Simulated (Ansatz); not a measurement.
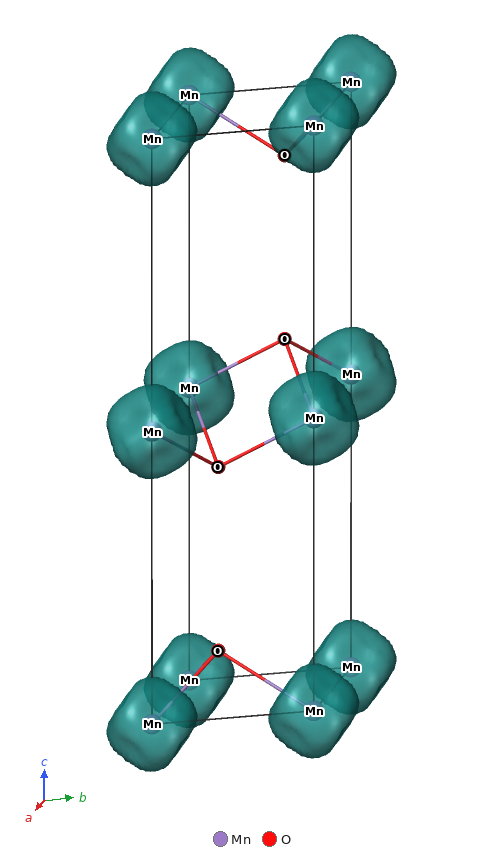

*MnO2. Isosurfaces of the spin density at +0.4 (teal) and −0.4 e/Å³ (pink), seen slightly off an axis. Sticks mark near contacts.*

Space group P6₃/mmc; a structure from a database of computed crystals, not necessarily the ambient phase; computed pressure about −2 GPa in this cell; spin-polarised.

Computed with Kohn-Sham DFT of a periodic cell, PBEsol, Ansatz PAW in Ansatz.

```
CELL_PARAMETERS angstrom
2.85496 0.00000 0.00000
-1.42748 2.47246 0.00000
0.00000 0.00000 10.22174
ATOMIC_POSITIONS crystal
Mn 0.00000 0.00000 0.50000
Mn 0.00000 0.00000 0.00000
O 0.66667 0.33333 0.40686
O 0.66667 0.33333 0.09314
O 0.33333 0.66667 0.59314
O 0.33333 0.66667 0.90686
```

Question: Describe the spin distribution.

Answer: The spin density sits on Mn: +2.5 μB (×2) in one cell of 6 atoms, with smaller moments on other sites: O (up to +0.05 μB): parallel moments (a ferromagnetic arrangement) in this solution. The cell of the calculation (6 atoms) carries 6.0 μB of net spin moment. Only one sign reaches the isovalue.
